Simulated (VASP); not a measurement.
**GaAs: a failed or faulty run and its cure**

System: GaAs (I-4m2, 2 atoms in the cell).
Method of run 1: DFT, plane waves, PAW, settings varied from a PBE run (VASP 6.6.1).

The structure derives from an entry of the Crystallography Open Database. The geometry comes from this level: r2SCAN (a point of a series of strains). 

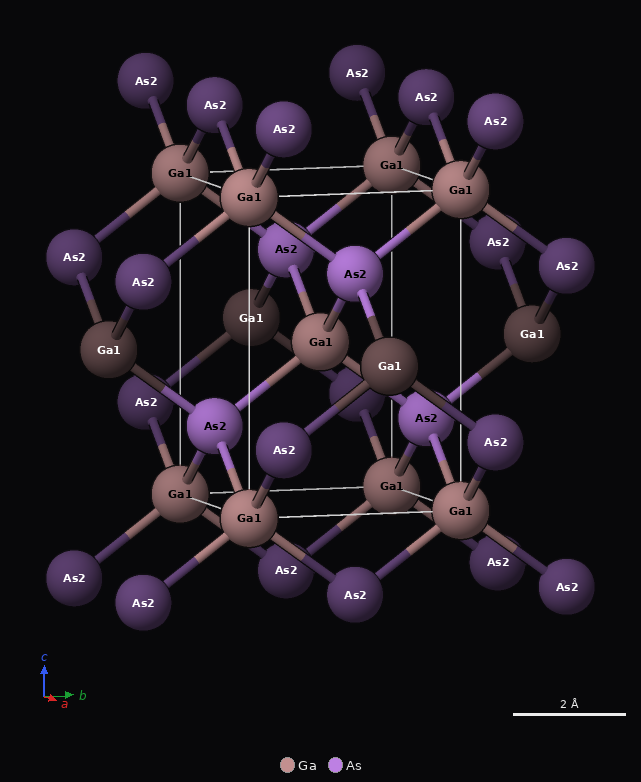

Fig. 1: The structure (ball-and-stick view of the cell 2 times as large as that of the calculation, set on its symmetry axes, seen slightly off an axis; neighbours outside the cell are drawn fainter; atoms are numbered from 1 in the order of the input). Near neighbours in the crystal (not all of them lie inside the picture): Ga has 4 As at 2.48 Å; As has 4 Ga at 2.48 Å.

INCAR, run 1:
```
ENCUT = 520.000000
SIGMA = 0.020000
EDIFF = 1.00e-07
GGA = PE
PREC = Accurate
IBRION = -1
ISIF = 2
ISMEAR = -1
NBANDS = 16
NSW = 0
LASPH = .TRUE.
LCHARG = .FALSE.
LWAVE = .FALSE.
LREAL = .FALSE.
NELM = 89
ISPIN = 2
MAGMOM = 1.0
```

KPOINTS, run 1:
```
KPOINTS created by Atomic Simulation Environment
0
Gamma
8 8 8
0 0 0
```

POSCAR, run 1:
```
Ga As
 1.0000000000000000
     0.0000000000000000    2.8330831925000002    2.9073099721000002
     2.8330831925000002    0.0000000000000000    2.9073099721000002
     2.8330831925000002    2.8330831925000002    0.0000000000000000
 Ga  As
   1   1
Cartesian
  0.0000000000000000  0.0000000000000000  0.0000000000000000
  1.4165415962500001  1.4165415962500001  1.4536549860500001
```

Command:
```bash
mpirun -np 1 vasp_std
```

Hardware: 1 CPU thread, shared host.

OSZICAR and lines of OUTCAR (run 1):
```
[... from OUTCAR:]
                |
|     spin-polarized calculations (ISPIN=2), MAGMOM has to be a list of       |
|     NIONS values. NIONS=2 in your calculation.                              |
|                                                                             |
|       ---->  I REFUSE TO CONTINUE WITH THIS SICK JOB ... BYE!!! <----       |
|                                                                             |
 -----------------------------------------------------------------------------

1
```

> What went wrong, and how is the input to be mended?

Some settings of this run were drawn to be unusual or wrong (NELM = 89; ISPIN = 2; MAGMOM = 1.0). The program refused the input: “ERROR: You have set 1 value(s) for MAGMOM; however for spin-polarized calculations (ISPIN=2), MAGMOM has to be a list of NIONS values. NIONS=2 in your calculation. ----> I REFUSE TO CONTINUE WITH THIS SICK JOB ... BYE!!! <----”

A run of the same system that converges differs from this input as follows (lines with − go, lines with + come):
```diff
+NELM = 120
-NELM = 89
-ISPIN = 2
-MAGMOM = 1.0
```

OSZICAR and lines of OUTCAR (run 2):
```
N       E                     dE             d eps       ncg     rms          rms(c)
DAV:   1     0.828064953120E+02    0.82806E+02   -0.89708E+03  1928   0.153E+03
DAV:   2    -0.184037429027E+01   -0.84647E+02   -0.80845E+02  2152   0.303E+02
DAV:   3    -0.831730607983E+01   -0.64769E+01   -0.64572E+01  2320   0.655E+01
DAV:   4    -0.841713222990E+01   -0.99826E-01   -0.99814E-01  2336   0.911E+00
DAV:   5    -0.841858118648E+01   -0.14490E-02   -0.14489E-02  2400   0.999E-01    0.281E+00
DAV:   6    -0.828086279737E+01    0.13772E+00   -0.21174E-01  2912   0.767E+00    0.169E+00
DAV:   7    -0.826295641435E+01    0.17906E-01   -0.59946E-02  2336   0.172E+00    0.557E-01
DAV:   8    -0.826382625824E+01   -0.86984E-03   -0.99848E-03  2296   0.112E+00    0.994E-02
DAV:   9    -0.826422840239E+01   -0.40214E-03   -0.93359E-04  2408   0.368E-01    0.519E-02
DAV:  10    -0.826429541787E+01   -0.67015E-04   -0.69813E-05  2592   0.805E-02    0.282E-02
DAV:  11    -0.826434790418E+01   -0.52486E-04   -0.74814E-05  2168   0.638E-02    0.344E-03
DAV:  12    -0.826434821366E+01   -0.30948E-06   -0.12132E-06  2416   0.147E-02    0.148E-03
DAV:  13    -0.826434859366E+01   -0.38000E-06   -0.55390E-07  2352   0.532E-03    0.645E-04
DAV:  14    -0.826434858479E+01    0.88676E-08   -0.10200E-08  1816   0.106E-03
   1 F= -.82643486E+01 E0= -.82643458E+01  d E =-.552469E-05
       N       E                     dE             ncg
DAV:   1     0.186095102855E+04   -0.34345E+04      192
DAV:   2     0.133952262797E+04   -0.52143E+03      216
DAV:   3     0.129990625668E+04   -0.39616E+02      232
DAV:   4     0.129931634210E+04   -0.58991E+00      248
DAV:   5     0.129930990683E+04   -0.64353E-02      240
DAV:   6     0.129930966986E+04   -0.23697E-03      304
DAV:   7     0.129930966926E+04   -0.60187E-06      264
DAV:   8     0.129930966925E+04   -0.10003E-07      192
[... from OUTCAR:]
   NELECT =      18.0000    total number of electrons
 E-fermi :   3.8018
  free  energy   TOTEN  =        -8.2643485848 eV
  energy  without entropy=       -8.2643430601  energy(sigma->0) =       -8.26434582
```

The two runs side by side:

| quantity | run 1 | run 2 |
| --- | --- | --- |
| outcome | refused | converged |
| free energy per atom (eV) | – | −4.1322 |
| gap on the mesh (eV) | – | 0.22 |
| pressure (GPa) | – | 1.14 |
| volume per atom (Å³) | – | 23.34 |
| largest force (eV/Å) | – | 0.000 |
| SCF iterations | – | 14 |
| irreducible k-points | – | 59 |
